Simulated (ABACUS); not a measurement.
## Energy of Mo along an even scaling of the cell

System: Mo (Im-3m, 1 atom in the cell).
Method: Kohn-Sham DFT of a periodic cell, PBE, PseudoDojo NC SR 0.4.1 PBE standard, no spin polarisation (ABACUS 3.10.1).

The 7 runs differ only in the geometry, by an even scaling of the cell at fixed fractional positions. The structure derives from a Materials Project entry.

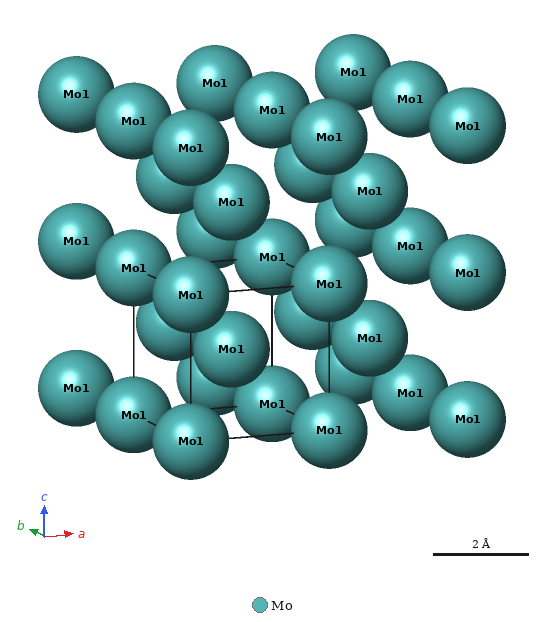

Figure 1. The structure of run 4 (spheres-only view of the cell 2 times as large as that of the calculation, set on its symmetry axes, repeated 2 × 2 × 2, seen slightly off an axis; atoms are numbered from 1 in the order of the input).

## Input of run 4
```
INPUT_PARAMETERS
suffix              Mo
calculation         scf
basis_type          lcao
pseudo_dir          ./
orbital_dir         ./
symmetry            1
dft_functional      pbe
ecutwfc             100
pseudo_rcut         10
nspin               1
nbands              11
ks_solver           genelpa
smearing_method     fd
smearing_sigma      0.00367493
scf_thr             1e-07
scf_nmax            100
mixing_type         broyden
mixing_beta         0.7
cal_force           1
cal_stress          1
out_mul             1
```

## File STRU of run 4
```
ATOMIC_SPECIES
Mo 95.9500 Mo.upf

NUMERICAL_ORBITAL
Mo_confined-atom_7au_3s2p2d1f.orb

LATTICE_CONSTANT
1.8897261246

LATTICE_VECTORS
-1.5838089719 1.5838089719 1.5838089719
1.5838089719 -1.5838089719 1.5838089719
1.5838089719 1.5838089719 -1.5838089719

ATOMIC_POSITIONS
Direct

Mo
0.0
1
0.0000000000 0.0000000000 0.0000000000 1 1 1
```

## File KPT of run 4
```
K_POINTS
0
Gamma
12 12 12 0 0 0
```

Command:
```bash
OMP_NUM_THREADS=1 mpirun -np 4 abacus > log
```

Lattice vectors (Å) and fractional positions of run 4:
```
  -1.583809    1.583809    1.583809
   1.583809   -1.583809    1.583809
   1.583809    1.583809   -1.583809
Mo  0.000000  0.000000  0.000000
```

Run 3 differs from it as follows:
```diff
--1.5838089719 1.5838089719 1.5838089719
-1.5838089719 -1.5838089719 1.5838089719
-1.5838089719 1.5838089719 -1.5838089719
+-1.5731790612 1.5731790612 1.5731790612
+1.5731790612 -1.5731790612 1.5731790612
+1.5731790612 1.5731790612 -1.5731790612
```

## Results, with one run withheld

```tsv
run	volume per atom (Å³)	free energy per atom, from the lowest run given (meV)	pressure (GPa)
1	14.938	44.79	17.10
2	15.256	17.67	10.39
3	15.574	?	?
4	15.892	0.00	−1.07
5	16.209	7.05	−5.95
6	16.527	23.24	−10.33
7	16.845	47.77	−14.26
```

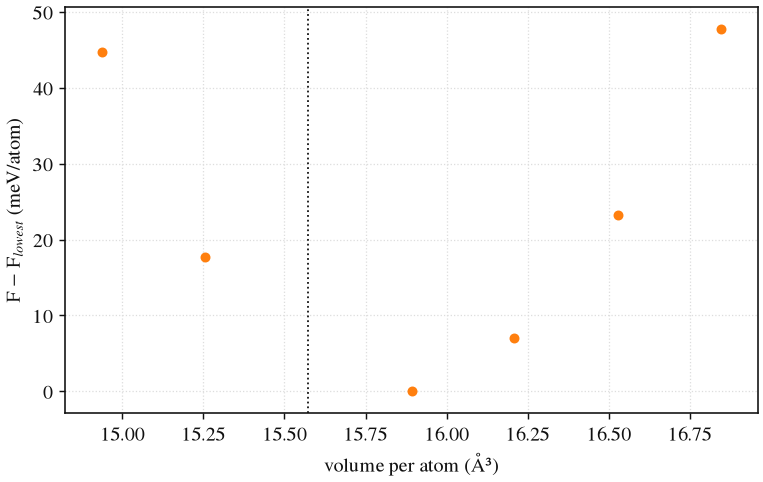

Figure 2. Free energy per atom of the runs given; the dotted line marks run 3.

Fit the runs given and predict run 3.

A cubic polynomial in V^(−2/3) (the Birch–Murnaghan form), fitted to the 6 runs given, misses them by at most 0.02 meV per atom. With x = V^(−2/3) − 0.15801 Å⁻², it reads F = 0.24692 − 1454 x + 1.1529e+06 x² + 8.6385e+05 x³ (meV per atom). At run 3 it gives 3.16 meV per atom, and the run itself gives 3.16. The slope of the fit gives a pressure −dF/dV of 4.35 GPa there, and the run prints 4.35 GPa. The fit has its minimum at 15.826 Å³ per atom, where V d²F/dV² gives 261 GPa: the bulk modulus at this level, since symmetry fixes the shape and the positions.

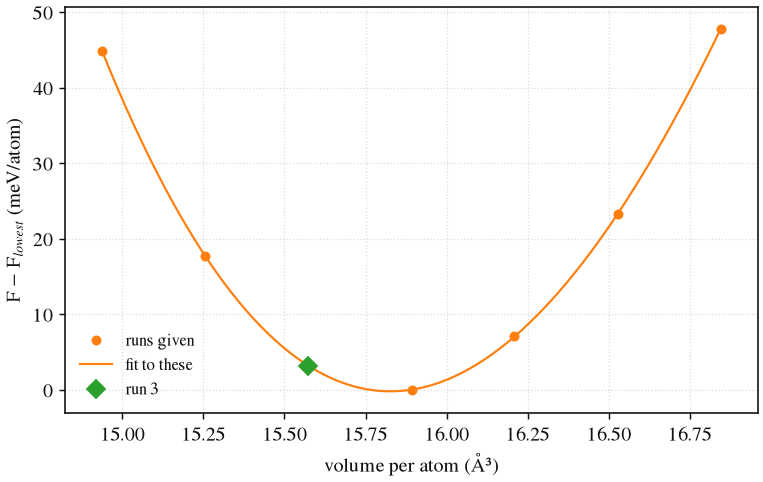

Figure 3. The fit and the withheld run.

## Some lines of the output (run 3)
```
[...]
                          Volume (Bohr^3) = 105.097
                             Volume (A^3) = 15.5738
 E_Fermi        1.6420082983         22.3406690200
 E_Fermi        1.5685271656         21.3409069202
 E_Fermi        1.5753753500         21.4340812487
 E_Fermi        1.5738498660         21.4133259738
 E_Fermi        1.5739791229         21.4150846039
 E_Fermi        1.5739407731         21.4145628281
 E_KS(sigma->0) -140.5520022757      -1912.3080962587
 E_Fermi        1.5739379445         21.4145243441
 final etot is -1912.3093301 eV
 EFERMI = 21.414524344 eV
 TOTAL-PRESSURE: 43.535692 KBAR
 !FINAL_ETOT_IS -1912.3093301087194504 eV
```

Notes: Points of doubt noted for this run: home made orbitals.
